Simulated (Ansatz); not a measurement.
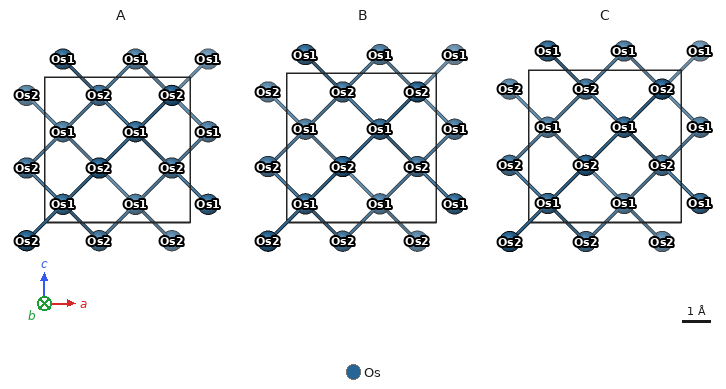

3 geometries from one relaxation of a crystal of Os (a generated structure, set up in Fd-3m), in shuffled order. A ball-and-stick model of the conventional cell (4 times the calculation's cell), seen along the b axis. Lengths and directions refer to the drawn axes.

Phase: diamond.

Computed with DFT, LDA (PW92), plane waves (420 eV) with PAW, scalar-relativistic (Ansatz). Settings: plane-wave cutoff 420 eV; k-point mesh 10 × 10 × 10; occupations fermi dirac; smearing width 0.1 eV; no spin polarisation; cell and atoms relaxed; force threshold 0.01 eV/Å; at most 60 steps.

### Order the frames from highest to lowest energy.

A, C, B. They are steps 0, 1, 5, at +0.211 eV per cell of the calculation, +0.114 eV per cell of the calculation relative to the last. Over 4 accepted moves (5 points after the start) the energy falls by 0.211 eV per cell of the calculation. All forces vanish by symmetry, so only the cell relaxes. The pressure goes from 22.74 to 0.00 GPa. At 1 point the geometry stayed and the basis and grid were re-selected for the new cell (energy shift of 0.6 meV per cell of the calculation at most each time). The atoms keep their places relative to the cell (all moves are under 0.005 Å). The drawn cell changes as follows: a = b = c 5.326 → 5.473 Å (+2.7 %); the volume changes by +8.5 %. Among the contacts that change: Os1–Os2 2.306 → 2.370 Å. The space group stays Fd-3m (No. 227). The program noted that a PAW file was made for another functional than the run's. Cost: 6.4 s on 2 threads of Arm Neoverse V1, with other jobs on the host, peak memory 0.32 GiB.
